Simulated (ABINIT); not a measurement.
Run report: GaN, geometry relaxation (part 1 of 4)

System: GaN (P6₃mc, 4 atoms in the cell).
Method: Kohn-Sham DFT of a periodic cell, LDA, PseudoDojo NC SR LDA v0.4.1 standard, no spin polarisation (ABINIT 10.8.3).

The structure derives from an entry of the Crystallography Open Database.

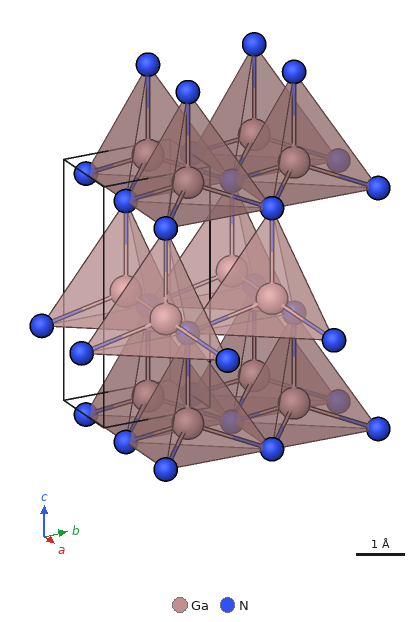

*The structure as given in the input (polyhedral view of the cell of the calculation, repeated 2 × 2 × 1, seen slightly off an axis; polyhedra are completed across the faces of the cell).*

**Input file**
```
# Pseudopotentials
pp_dirpath "./"
pseudos "Ga.upf, N.upf"

# Structure
acell 3.18 3.18 5.166 Angstrom
rprim
     1.0000000000     0.0000000000     0.0000000000
    -0.5000000000     0.8660254038     0.0000000000
     0.0000000000     0.0000000000     1.0000000000
ntypat 2
znucl 31 7
natom 4
typat 1 1 2 2
xcart
    -0.0000000003     3.4694877600     0.0000000000
     3.0046645385     1.7347438797     4.8811625799
    -0.0000000003     3.4694877600     3.6608719349
     3.0046645385     1.7347438797     8.5420345148
chkprim 0
chksymtnons 0
tolsym 1.0e-6

# Plane-wave basis
ecut 42.0

# k points
kptopt 1
ngkpt 8 8 4
nshiftk 1
shiftk 0.0 0.0 0.0

# Exchange and correlation
ixc 7

# Bands and occupations
nband 22
occopt 3
tsmear 0.05 eV

# SCF cycle
nstep 100
tolvrs 1.0e-10

# Output
iomode 3
prtwf 0
prtden 0
prteig 0
prtebands 0
enunit 2

# Relaxation
ionmov 22
ntime 60
tolmxf 5.0e-5
optcell 2
dilatmx 1.08
ecutsm 0.5
```

Run on 1 thread of Intel Xeon @ 2.50GHz (Skylake/Cascade Lake), 96 GiB of memory available, shared host.

Launch command:
```bash
abinit run.abi > log 2>&1
```

**Output**
```
.Version 10.8.3 of ABINIT
 Symmetries : space group P6_3 m c (#186); Bravais hP (primitive hexag.)
================================================================================
 Values of the parameters that define the memory need of the present run
     intxc =       0    ionmov =      22      iscf =       7    lmnmax =       6
     lnmax =       6     mgfft =      64  mpssoang =       3    mqgrid =    3076
     natom =       4  nloc_mem =       1    nspden =       1   nspinor =       1
    nsppol =       1      nsym =      12    n1xccc =    2501    ntypat =       2
    occopt =       3   xclevel =       1
       mpw =        5041          nfft =      102400          nkpt =          30
================================================================================
================================================================================

--------------------------------------------------------------------------------
------------- Echo of variables that govern the present computation ------------
--------------------------------------------------------------------------------
 -outvars: echo values of preprocessed input variables --------
            acell      6.0093290804E+00  6.0093290804E+00  9.7623251664E+00 Bohr
              amu      6.97230000E+01  1.40067400E+01
          chkprim           0
      chksymtnons           0
          dilatmx      1.08000000E+00
             ecut      4.20000000E+01 Hartree
           ecutsm      5.00000000E-01 Hartree
           enunit           2
           ionmov          22
              ixc           7
         kptrlatt        8    0    0      0    8    0      0    0    4
          kptrlen      3.90493007E+01
            natom           4
            nband          22
            ngfft          40      40      64
             nkpt          30
            nstep         100
             nsym          12
            ntime          60
           ntypat           2
           occopt           3
          optcell           2
           prtden           0
        prtebands           0
           prteig           0
            prtwf           0
            rprim      1.0000000000E+00  0.0000000000E+00  0.0000000000E+00
                      -5.0000000000E-01  8.6602540380E-01  0.0000000000E+00
                       0.0000000000E+00  0.0000000000E+00  1.0000000000E+00
          spgroup         186
           tolsym      1.00000000E-06
           tolvrs      1.00000000E-10
           tsmear      1.83746611E-03 Hartree
            typat      1  1  2  2
           xangst     -5.2742426416E-10  1.8359738551E+00 -1.7567636226E-09
                       1.5899999995E+00  9.1798692705E-01  2.5829999982E+00
                      -5.2742426416E-10  1.8359738551E+00  1.9372499969E+00
                       1.5899999995E+00  9.1798692705E-01  4.5202499969E+00
            xcart     -9.9668741143E-10  3.4694877604E+00 -3.3198021146E-09
                       3.0046645392E+00  1.7347438793E+00  4.8811625799E+00
                      -9.9668741143E-10  3.4694877604E+00  3.6608719316E+00
                       3.0046645392E+00  1.7347438793E+00  8.5420345148E+00
             xred      3.3333333299E-01  6.6666666631E-01 -3.4006264471E-10
                       6.6666666632E-01  3.3333333298E-01  4.9999999966E-01
                       3.3333333299E-01  6.6666666631E-01  3.7499999940E-01
                       6.6666666632E-01  3.3333333298E-01  8.7499999940E-01
            znucl       31.00000    7.00000

================================================================================

 chkinp: Checking input parameters for consistency.

================================================================================
== DATASET  1 ==================================================================

--- !DatasetInfo
iteration_state: {dtset: 1, }
dimensions: {natom: 4, nkpt: 30, mband: 22, nsppol: 1, nspinor: 1, nspden: 1, mpw: 5041, }
cutoff_energies: {ecut:  42.0, pawecutdg:  -1.0, }
electrons: {nelect:   3.60000000E+01, charge:   0.00000000E+00, occopt:   3.00000000E+00, tsmear:   1.83746611E-03, }
meta: {optdriver: 0, ionmov: 22, optcell: 2, iscf: 7, paral_kgb: 0, }
...

 Exchange-correlation functional for the present dataset will be:
  LDA: Perdew-Wang 92 LSD fit to Ceperley-Alder data - ixc=7
  J.P.Perdew and Y.Wang, PRB 45, 13244 (1992)

 Real(R)+Recip(G) space primitive vectors, cartesian coordinates (Bohr,Bohr^-1):
 R(1)=  6.0093291  0.0000000  0.0000000  G(1)=  0.1664079  0.0960757  0.0000000
 R(2)= -3.0046645  5.2042316  0.0000000  G(2)=  0.0000000  0.1921513  0.0000000
 R(3)=  0.0000000  0.0000000  9.7623252  G(3)=  0.0000000  0.0000000  0.1024346
 Unit cell volume ucvol=  3.0530638E+02 bohr^3
 Angles (23,13,12)=  9.00000000E+01  9.00000000E+01  1.20000000E+02 degrees

 getcut: wavevector=  0.0000  0.0000  0.0000  ngfft=  40  40  64
         ecut(hartree)=     48.989   => boxcut(ratio)=   2.08072

--- Pseudopotential description ------------------------------------------------
- pspini: atom type   1  psp file is ./Ga.upf
12 -1012 2 -1 1858                            pspcod,pspxc,lmax,lloc,mmax
     nproj     2     2     2

- pspini: atom type   2  psp file is ./N.upf
12 -1012 1 -1 1058                            pspcod,pspxc,lmax,lloc,mmax
     nproj     2     2     0

   2.15219551E+03                                ecore*ucvol(ha*bohr**3)
--------------------------------------------------------------------------------

================================================================================

=== [ionmov=22] Limited-memory Broyden-Fletcher-Goldfarb-Shanno method
================================================================================

--- Iteration: ( 1/60) Internal Cycle: (1/1)
--------------------------------------------------------------------------------

---SELF-CONSISTENT-FIELD CONVERGENCE--------------------------------------------

--- !BeginCycle
iteration_state: {dtset: 1, itime: 1, icycle: 1, }
solver: {iscf: 7, nstep: 100, nline: 4, wfoptalg: 0, }
tolerances: {tolvrs: 1.00E-10, }
...

     iter   Etot(hartree)      deltaE(h)  residm     vres2
 ETOT  1  -171.00589126429    -1.710E+02 6.051E-01 2.722E+03
 ETOT  2  -172.91330644981    -1.907E+00 2.844E-01 3.752E+03
 ETOT  3  -173.52908400657    -6.158E-01 2.164E-02 1.395E+02
 ETOT  4  -173.53093772004    -1.854E-03 1.911E-02 1.389E+02
 ETOT  5  -173.52602730864     4.910E-03 1.579E-02 1.137E+02
 ETOT  6  -173.52935174093    -3.324E-03 5.120E-03 9.613E+01
 ETOT  7  -173.53298619885    -3.634E-03 8.267E-03 7.822E+01
 ETOT  8  -173.53813104683    -5.145E-03 6.837E-03 5.355E+01
 ETOT  9  -173.54925015141    -1.112E-02 2.637E-03 4.116E-01
 ETOT 10  -173.54924837529     1.776E-06 2.806E-03 4.377E-01
 ETOT 11  -173.54933555850    -8.718E-05 5.176E-04 2.645E-02
 ETOT 12  -173.54934113572    -5.577E-06 4.823E-04 9.921E-07
 ETOT 13  -173.54934113822    -2.492E-09 8.860E-05 7.777E-07
 ETOT 14  -173.54934113836    -1.422E-10 9.260E-05 3.408E-08
 ETOT 15  -173.54934113836    -5.514E-12 1.703E-05 1.186E-10
 ETOT 16  -173.54934113836     5.684E-14 1.995E-05 7.448E-12

 At SCF step   16       vres2   =  7.45E-12 < tolvrs=  1.00E-10 =>converged.

 Cartesian components of stress tensor (hartree/bohr^3)
  sigma(1 1)=  1.84372687E-04  sigma(3 2)=  0.00000000E+00
  sigma(2 2)=  1.84372686E-04  sigma(3 1)=  0.00000000E+00
  sigma(3 3)=  1.13440299E-04  sigma(2 1)=  0.00000000E+00

--- !ResultsGS
iteration_state: {dtset: 1, itime: 1, icycle: 1, }
comment   : Summary of ground state results
lattice_vectors:
- [  6.0093291,   0.0000000,   0.0000000, ]
- [ -3.0046645,   5.2042316,   0.0000000, ]
- [  0.0000000,   0.0000000,   9.7623252, ]
lattice_lengths: [   6.00933,    6.00933,    9.76233, ]
lattice_angles: [ 90.000,  90.000, 120.000, ] # degrees, (23, 13, 12)
lattice_volume:   3.0530638E+02
convergence: {deltae:  5.684E-14, res2:  7.448E-12, residm:  1.995E-05, diffor: null, }
etotal    :  -1.73549341E+02
entropy   :   0.00000000E+00
fermie    :   2.25572109E-01
cartesian_stress_tensor: # hartree/bohr^3
- [  1.84372687E-04,   0.00000000E+00,   0.00000000E+00, ]
- [  0.00000000E+00,   1.84372686E-04,   0.00000000E+00, ]
- [  0.00000000E+00,   0.00000000E+00,   1.13440299E-04, ]
pressure_GPa:  -4.7288E+00
xred      :
- [  3.3333E-01,   6.6667E-01,  -3.4006E-10, Ga]
- [  6.6667E-01,   3.3333E-01,   5.0000E-01, Ga]
- [  3.3333E-01,   6.6667E-01,   3.7500E-01,  N]
- [  6.6667E-01,   3.3333E-01,   8.7500E-01,  N]
cartesian_forces: # hartree/bohr
- [ -0.00000000E+00,  -0.00000000E+00,  -2.43808814E-03, ]
- [ -0.00000000E+00,  -0.00000000E+00,  -2.43808814E-03, ]
- [  3.58462010E-28,   2.06958138E-28,   2.43808814E-03, ]
- [ -3.58462010E-28,  -2.06958138E-28,   2.43808814E-03, ]
force_length_stats: {min:   2.43808814E-03, max:   2.43808814E-03, mean:   2.43808814E-03, }
...

 Integrated electronic density in atomic spheres:
 ------------------------------------------------
 Atom  Sphere_radius  Integrated_density
    1        2.00000         10.92022282
    2        2.00000         10.92022282
    3        2.00000          5.23259589
    4        2.00000          5.23259589

---OUTPUT-----------------------------------------------------------------------

 Cartesian coordinates (xcart) [bohr]
 -9.96687411428060E-10  3.46948776041817E+00 -3.31980211462152E-09
  3.00466453919669E+00  1.73474387928183E+00  4.88116257990000E+00
 -9.96687411428060E-10  3.46948776041817E+00  3.66087193158020E+00
  3.00466453919669E+00  1.73474387928183E+00  8.54203451480000E+00
 Reduced coordinates (xred)
  3.33333332989304E-01  6.66666666310320E-01 -3.40062644710315E-10
  6.66666666322637E-01  3.33333332976987E-01  4.99999999659938E-01
  3.33333332989304E-01  6.66666666310320E-01  3.74999999402329E-01
  6.66666666322637E-01  3.33333332976987E-01  8.74999999402329E-01
 Cartesian forces (fcart) [Ha/bohr]; max,rms= 2.43809E-03 1.40763E-03 (free atoms)
 -0.00000000000000E+00 -0.00000000000000E+00 -2.43808814283344E-03
 -0.00000000000000E+00 -0.00000000000000E+00 -2.43808814283344E-03
  3.58462009603387E-28  2.06958137735051E-28  2.43808814283344E-03
 -3.58462009603387E-28 -2.06958137735051E-28  2.43808814283344E-03
 Gradient of E wrt nuclear positions in reduced coordinates (gred)
  0.00000000000000E+00  0.00000000000000E+00  2.38014092347809E-02
  0.00000000000000E+00  0.00000000000000E+00  2.38014092347809E-02
 -2.15411617852351E-27 -4.59873011638766E-44 -2.38014092347809E-02
  2.15411617852351E-27  4.59873011638766E-44 -2.38014092347809E-02
 Scale of Primitive Cell (acell) [bohr]
  6.00932908038675E+00  6.00932908038675E+00  9.76232516643960E+00
 Real space primitive translations (rprimd) [bohr]
  6.00932908038675E+00  0.00000000000000E+00  0.00000000000000E+00
 -3.00466454019337E+00  5.20423164340902E+00  0.00000000000000E+00
  0.00000000000000E+00  0.00000000000000E+00  9.76232516643960E+00
 Unitary Cell Volume (ucvol) [Bohr^3]=  3.05306376941688E+02
 Angles (23,13,12)= [degrees]
  9.00000000000000E+01  9.00000000000000E+01  1.19999999999554E+02
 Lengths [Bohr]
  6.00932908038675E+00  6.00932908046773E+00  9.76232516643960E+00
 Stress tensor in cartesian coordinates (strten) [Ha/bohr^3]
  1.84372687048937E-04  0.00000000000000E+00  0.00000000000000E+00
  0.00000000000000E+00  1.84372686212540E-04  0.00000000000000E+00
  0.00000000000000E+00  0.00000000000000E+00  1.13440299043772E-04
 Total energy (etotal) [Ha]= -1.73549341138365E+02

--- Iteration: ( 2/60) Internal Cycle: (1/1)
--------------------------------------------------------------------------------

---SELF-CONSISTENT-FIELD CONVERGENCE--------------------------------------------

--- !BeginCycle
iteration_state: {dtset: 1, itime: 2, icycle: 1, }
solver: {iscf: 7, nstep: 100, nline: 4, wfoptalg: 0, }
tolerances: {tolvrs: 1.00E-10, }
...

     iter   Etot(hartree)      deltaE(h)  residm     vres2
 ETOT  1  -173.54624375649    -1.735E+02 5.747E-02 3.911E+01
 ETOT  2  -173.54955281099    -3.309E-03 3.124E-03 1.191E+00
 ETOT  3  -173.54983181626    -2.790E-04 3.103E-04 3.634E-01
 ETOT  4  -173.54987900134    -4.719E-05 1.251E-04 5.668E-02
 ETOT  5  -173.54988950077    -1.050E-05 1.764E-05 2.320E-03
 ETOT  6  -173.54988985952    -3.588E-07 5.012E-06 7.007E-06
 ETOT  7  -173.54988986028    -7.617E-10 8.562E-07 4.727E-07
 ETOT  8  -173.54988986035    -6.833E-11 2.253E-07 2.789E-08
 ETOT  9  -173.54988986035    -3.780E-12 6.030E-08 1.050E-09
 ETOT 10  -173.54988986036    -2.871E-12 3.361E-08 1.645E-11

 At SCF step   10       vres2   =  1.65E-11 < tolvrs=  1.00E-10 =>converged.

 Cartesian components of stress tensor (hartree/bohr^3)
  sigma(1 1)=  8.04726254E-05  sigma(3 2)=  0.00000000E+00
  sigma(2 2)=  8.04726245E-05  sigma(3 1)=  0.00000000E+00
  sigma(3 3)=  4.42798263E-05  sigma(2 1)=  0.00000000E+00

--- !ResultsGS
iteration_state: {dtset: 1, itime: 2, icycle: 1, }
comment   : Summary of ground state results
lattice_vectors:
- [  5.9760904,   0.0000000,   0.0000000, ]
- [ -2.9880452,   5.1754461,   0.0000000, ]
- [  0.0000000,   0.0000000,   9.7291019, ]
lattice_lengths: [   5.97609,    5.97609,    9.72910, ]
lattice_angles: [ 90.000,  90.000, 120.000, ] # degrees, (23, 13, 12)
lattice_volume:   3.0091075E+02
convergence: {deltae: -2.871E-12, res2:  1.645E-11, residm:  3.361E-08, diffor: null, }
etotal    :  -1.73549890E+02
entropy   :   0.00000000E+00
fermie    :   2.33226049E-01
cartesian_stress_tensor: # hartree/bohr^3
- [  8.04726254E-05,   0.00000000E+00,   0.00000000E+00, ]
- [  0.00000000E+00,   8.04726245E-05,   0.00000000E+00, ]
- [  0.00000000E+00,   0.00000000E+00,   4.42798263E-05, ]
pressure_GPa:  -2.0126E+00
xred      :
- [  3.3333E-01,   6.6667E-01,  -2.4974E-04, Ga]
- [  6.6667E-01,   3.3333E-01,   4.9975E-01, Ga]
- [  3.3333E-01,   6.6667E-01,   3.7525E-01,  N]
- [  6.6667E-01,   3.3333E-01,   8.7525E-01,  N]
cartesian_forces: # hartree/bohr
- [ -0.00000000E+00,  -0.00000000E+00,  -1.43441464E-03, ]
- [ -0.00000000E+00,  -0.00000000E+00,  -1.43441464E-03, ]
- [ -3.60455755E-28,  -2.08109227E-28,   1.43441464E-03, ]
- [  3.60455755E-28,   2.08109227E-28,   1.43441464E-03, ]
force_length_stats: {min:   1.43441464E-03, max:   1.43441464E-03, mean:   1.43441464E-03, }
...

 Integrated electronic density in atomic spheres:
 ------------------------------------------------
 Atom  Sphere_radius  Integrated_density
    1        2.00000         10.93331902
    2        2.00000         10.93331902
    3        2.00000          5.25400960
    4        2.00000          5.25400960

---OUTPUT-----------------------------------------------------------------------
```
